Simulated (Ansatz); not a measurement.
System: Yb, space group Fd-3m (No. 227) (one of a set of cubic test structures, which need not be the stable phase).

Calculation (Ansatz 0.2.0 development build): equation of state of a cubic crystal from periodic Kohn-Sham density functional theory without spin, third-order Birch-Murnaghan fit to the free energies; pressure corrected for the finite basis. Level: PBE.

```csv
setting,value
structure type,diamond
atoms in cell,2
space group number,227
lattice centring,face-centred primitive
k mesh,11×11×11
occupation method,Fermi–Dirac
occupation width,0.06123 eV
wave cutoff,820 eV
datasets,hand-made PAW
density tolerance,1e-09 eV
bands,30
density cutoff ratio,8
search for lower states,default
```

What does the calculation give for the energy above the lowest point and pressure against volume? The volume takes the values 80.39, 82.03, 83.67, 85.31, 86.95 Å³/atom.

A third-order Birch–Murnaghan fit gives V0 = 81.79 Å³/atom, B0 = 3.31 GPa. The energy above the lowest point is 0.25 meV/atom at volume 80.39 Å³/atom and 3.10 meV/atom at 86.95 Å³/atom; the lowest computed point is at volume 82.03 Å³/atom (0.00 meV/atom), and no other minimum shows among the points. The pressure falls from 0.06 GPa at volume 80.39 Å³/atom to −0.18 GPa at 86.95 Å³/atom, and changes sign near 81.8 Å³/atom.

| volume (Å³/atom) | energy above the lowest point (meV/atom) | pressure (GPa) |
| --- | --- | --- |
| 80.39 | 0.25 | 0.06 |
| 82.03 | 0.00 | −0.01 |
| 83.67 | 0.43 | −0.07 |
| 85.31 | 1.47 | −0.13 |
| 86.95 | 3.10 | −0.18 |

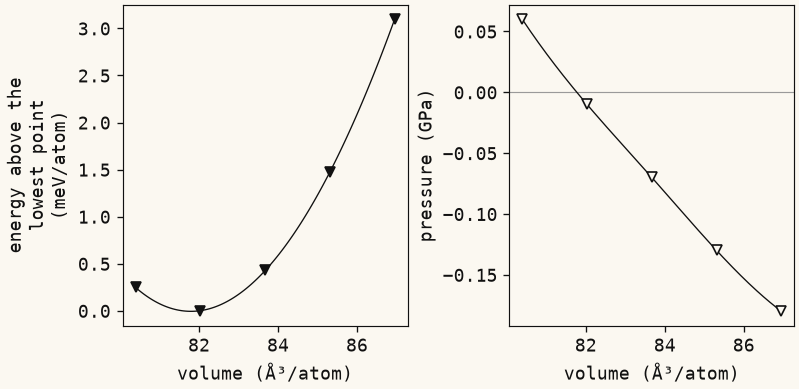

Limits of the calculation: cubic model structure, not the ambient form; semilocal functionals place the filled 4f shell too high and overbind.
